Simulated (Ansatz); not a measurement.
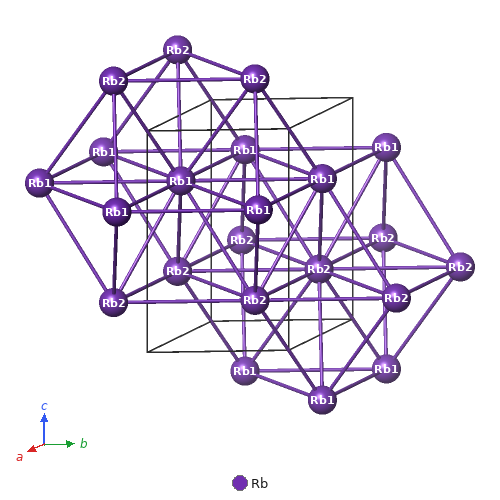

The system is Rb (Cmcm, No. 63; 2 atoms in the cell); the picture shows the reference structure. The energy is mapped over volume and the cell's shape. Coordinates scanned: (1) volume per atom; (2) stretch along c over the lengths across it, relative to the relaxed cell. Nothing is relaxed (fractional coordinates fixed). The grid has 7 × 7 points. Points are written as (first, second). Energies are in meV/atom, from the lowest grid point. These are results of Ansatz 0.2.0, DFT PBE+D3(BJ), scalar-relativistic, plane waves, PAW, not measurements. Settings: cutoff 420 eV, k-mesh 12×12×6 in the order of the run's cell vectors, gaussian smearing 0.15 eV, no spin polarisation.

Its coordinates:

```xyz
2
Lattice="2.4740 -4.3297 0.0000 2.4740 4.3297 0.0000 0.0000 0.0000 8.0429" Properties=species:S:1:pos:R:3 pbc="T T T"
Rb    2.4740   -2.9096    6.0321
Rb    2.4740    2.9096    2.0107
```

Range: volume per atom from 79.26 to 93.05 Å³; stretch along c over the lengths across it, relative to the relaxed cell from 0.834 to 1.200.

Question: What will the energy surface look like?

Answer: The lowest grid point is at (86.15 Å³, 1.000). No other kind of well shows on this grid. The highest grid point, (79.26 Å³, 1.200), lies 35.5 meV/atom above the lowest. Round the minimum the two coordinates are nearly uncoupled.

```csv
"second ↓, first →",79.26,81.56,83.86,86.15,88.45,90.75,93.05
1.200,35.5,31.1,28.3,26.8,26.5,27.3,29.0
1.129,17.9,14.2,12.0,11.1,11.4,12.8,15.1
1.062,8.3,4.9,2.9,2.4,3.0,4.6,7.2
1.000,5.7,2.3,0.5,0.0,0.7,2.4,5.0
0.941,9.3,5.8,3.8,3.2,3.8,5.4,7.9
0.886,17.6,13.9,11.7,10.8,11.1,12.5,14.8
0.834,29.7,25.5,22.9,21.7,21.7,22.7,24.6
```

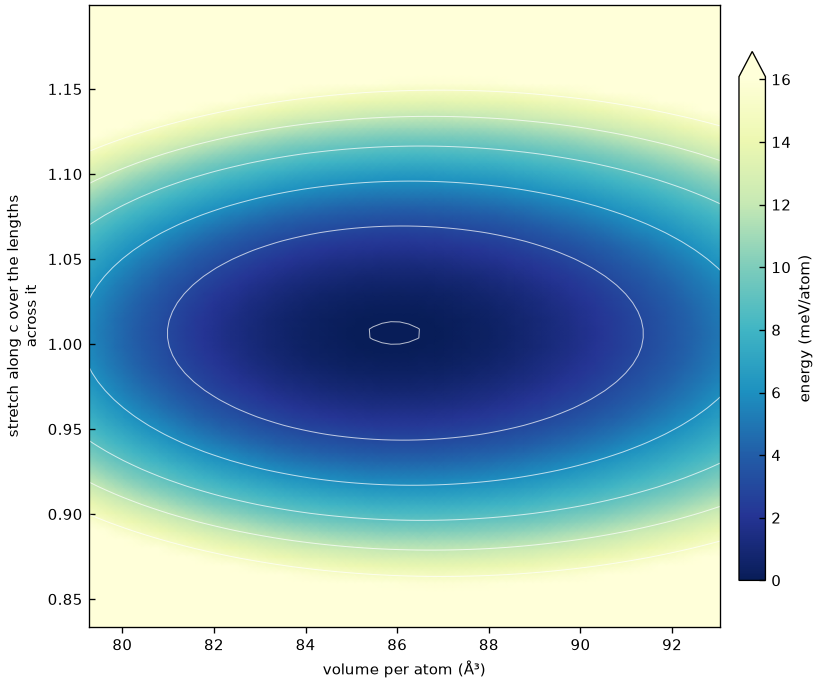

In the figure: a smooth colour map with a few white contour lines, one colour for all values above the top of the scale. Between grid points the surface is interpolated.

The whole map (49 points run) took 14 min on 1 thread of Arm Neoverse V2 (shared host).
